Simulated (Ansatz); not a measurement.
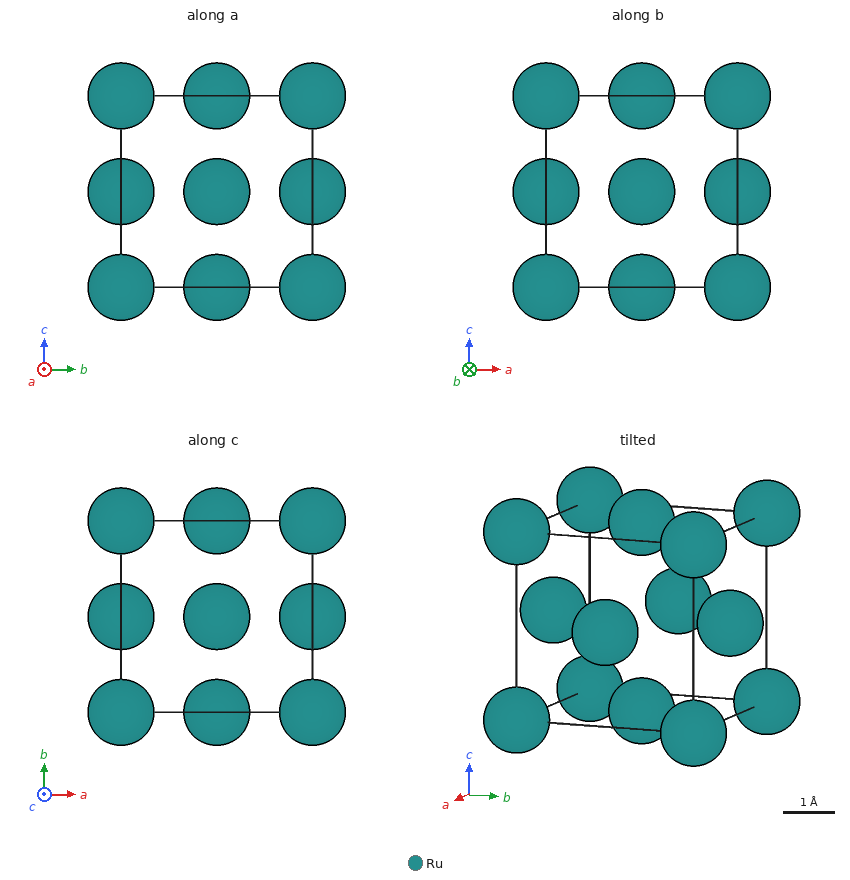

View along the a axis, along the b axis, along the c axis and slightly off an axis, drawn as a spheres-only model. Lines trace the edges of the conventional unit cell.

Lattice parameters: a = 3.811 Å, b = 3.811 Å, c = 3.811 Å, α = 90.00°, β = 90.00°, γ = 90.00°.

Convert the drawing into a table of Wyckoff sites.

Space group Fm-3m (No. 225).
```json
{"atom": "Ru", "site": "4a", "x": "0.0000", "y": "0.0000", "z": "0.0000"}
```

It goes back to a structure type filled with this element by a generator (whether the element takes this form wasn't checked). It was relaxed with DFT, PBE, PAW with Ansatz's default frozen-core files, scalar-relativistic in Ansatz 0.2.0.
